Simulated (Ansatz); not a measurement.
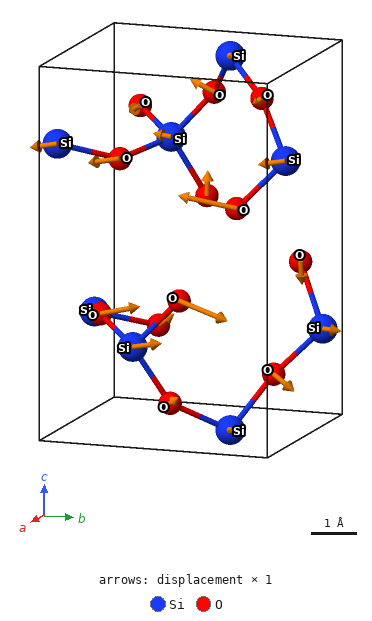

A relaxation of solid Si₅O₁₂ (a generated structure, set up in P1) (coarse preliminary run). The starting structure is drawn; orange arrows show the displacements (the part carried along by the change of the cell is left out), at their true length.

Style: ball-and-stick. Shown: the cell of the calculation, slightly off an axis.

Case: 1 of 6 Si atoms taken out at random.

Method: DFT PBE, scalar-relativistic, plane waves, PAW in Ansatz 0.2.0.

Input
```yaml
crystal:
  lattice:
    - [-2.510131513, 4.3476753142, 0.0]
    - [0.0, 0.0, 5.509585875]
    - [7.530394539, 4.3476753143, 0.0]
  atoms:
    - { symbol: Si, position: [0.2651054614, 0.0009897031, 0.2594188697] }
    - { symbol: Si, position: [0.7572058437, 0.0002035957, 0.7649430558] }
    - { symbol: Si, position: [0.4795425115, 0.6665827904, 0.9983327433] }
    - { symbol: Si, position: [0.7621764177, 0.3315891128, 0.2379002667] }
    - { symbol: Si, position: [0.2593498841, 0.3355445988, 0.7408390394] }
    - { symbol: O, position: [0.2898641145, 0.7945029808, 0.1314189022] }
    - { symbol: O, position: [0.7855087138, 0.7946780993, 0.6318710727] }
    - { symbol: O, position: [0.5539287823, 0.121272244, 0.292742472] }
    - { symbol: O, position: [0.0583200036, 0.1336515557, 0.7919343902] }
    - { symbol: O, position: [0.6663991806, 0.4643454587, 0.0822522826] }
    - { symbol: O, position: [0.1590165052, 0.4588332907, 0.5780516854] }
    - { symbol: O, position: [0.0423982378, 0.2085795518, 0.2066853457] }
    - { symbol: O, position: [0.54939655, 0.2057749661, 0.7106159045] }
    - { symbol: O, position: [0.7824280156, 0.5416614474, 0.3729186015] }
    - { symbol: O, position: [0.2952154708, 0.5355435982, 0.8739486557] }
    - { symbol: O, position: [0.1654720433, 0.871662858, 0.4215604001] }
    - { symbol: O, position: [0.6711655514, 0.8680356433, 0.9161751421] }
  symmetry: { detect: false }
basis:
  ecutwfc: 420
kpoints:
  mp_grid: { grid: [3, 3, 2], shift: [0.0, 0.0, 0.5] }
hamiltonian:
  xc: pbe
scf:
  occupations: { method: gaussian, width: 0.1 }
  lower_state_search: "off"
output:
  forces: true
  stress: true
  eigenvalues: true
relax:
  adjacent_minimum: "off"
  f_tol: 0.04
  max_steps: 50
  cell: { stress_tol: 0.3 }
```

Launched with:
```bash
ansatz run input.yaml --threads 4 --pin off --max-ram 9216MiB --backend cpu --events-out ev --progress --plain --runs-dir out
```

Question: Atoms of which element are displaced furthest, and by how much?

Answer: Oxygen: up to 1.38 Å, against 0.70 Å for silicon.

Question: What happened in the run?

Answer: The largest moves relative to the cell, 1.38 Å, are those of O7 and O14. O14 goes roughly along [1 3 0]. Largest moves by element: O 1.38 Å, Si 0.70 Å. Cell: a 5.020 → 4.993 Å (−0.5 %), b 5.510 → 4.756 Å (−13.7 %), c 8.695 → 9.735 Å (+12.0 %), α 90.0° → 102.9°. Volume −6.3 %. Some distances before and after: O14–O16 2.680 → 1.513 Å, Si2–O9 1.697 → 1.576 Å, Si2–O7 1.625 → 1.720 Å, Si1–O12 1.664 → 1.577 Å. New bonds form, among them: O14–O16 (2.68 → 1.51 Å), O7–O11 (2.68 → 1.51 Å). Bond angles that change, for instance: Si2–O9–Si5 147.4° → 164.5°, Si1–O12–Si4 147.5° → 164.5°, O8–Si1–O16 107.1° → 117.1°. The space group (tolerance 0.01 Å) goes from P1 (No. 1) to P2 (No. 3). After 18 accepted moves (22 points after the start) the energy has fallen by 4.151 eV per cell of the calculation. The largest force component goes from 2.9 to 0.013 eV/Å. The pressure goes from 2.56 to 0.04 GPa. The line search rejected the trial step at point 6 of the run. The SCF was repeated 3 times at an unchanged geometry on a basis and grid sized afresh for the cell, which shifted the energy by 82.4 meV per cell of the calculation at most. The run took 55 s on 4 threads of Intel(R) Xeon(R) 6975P-C (Granite Rapids) (shared host), peak memory 0.68 GiB.
